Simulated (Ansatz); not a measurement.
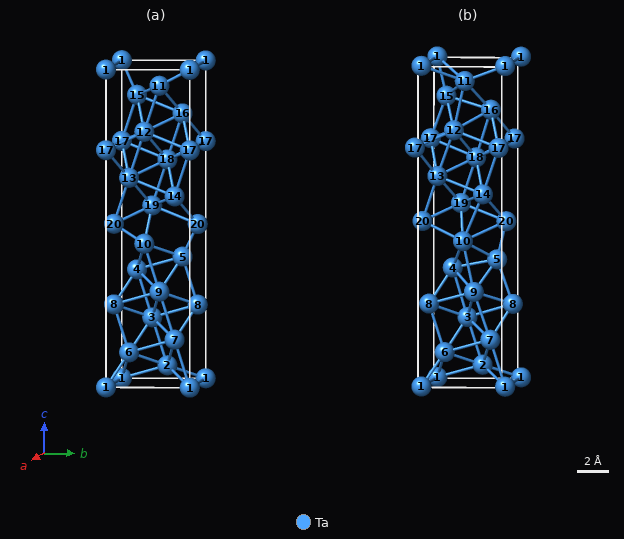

The structure of an interface cell of composition Ta before (left) and after (right) a relaxation, at one scale.

A ball-and-stick model of the cell of the calculation, seen slightly off an axis.

Case: symmetric tilt boundary Sigma 5 (3 1 0), mirror on a plane, shift [0.5, 0].

All numbers below come from Ansatz 0.2.0, DFT PBE, scalar-relativistic, plane waves, PAW. (plane-wave cutoff 420 eV; k-point mesh 10 × 10 × 2; occupations gaussian; smearing width 0.1 eV; no spin polarisation; cell relaxed at fixed a, b, alpha, beta, gamma; force threshold 0.02 eV/Å; at most 60 steps)

**What changed between the two?**

The run was cut off at its time limit before the relaxation converged, so the last structure is only a point on the way. Over 5 geometry steps the energy falls by 2.245 eV per cell of the calculation. Largest force component: 3.4 eV/Å at the start, 0.14 eV/Å at the end. The pressure goes from 2.66 to −0.57 GPa. The largest moves relative to the cell, 0.47 Å, are those of Ta10 and Ta11. Ta11 goes roughly along [−1 −2 0]. The drawn cell changes as follows: a unchanged at 3.319 Å, b unchanged at 5.504 Å, c 21.290 → 21.481 Å (+0.9 %); the volume changes by +0.9 %. Some distances before and after: Ta10–Ta20 2.418 → 3.035 Å, Ta10–Ta20 (another image) 3.756 → 3.185 Å, Ta10–Ta14 3.910 → 3.514 Å, Ta11–Ta15 3.319 → 3.708 Å. Cost: 21 min on 4 threads of Arm Neoverse V1, with other jobs on the host, peak memory 3 GiB.
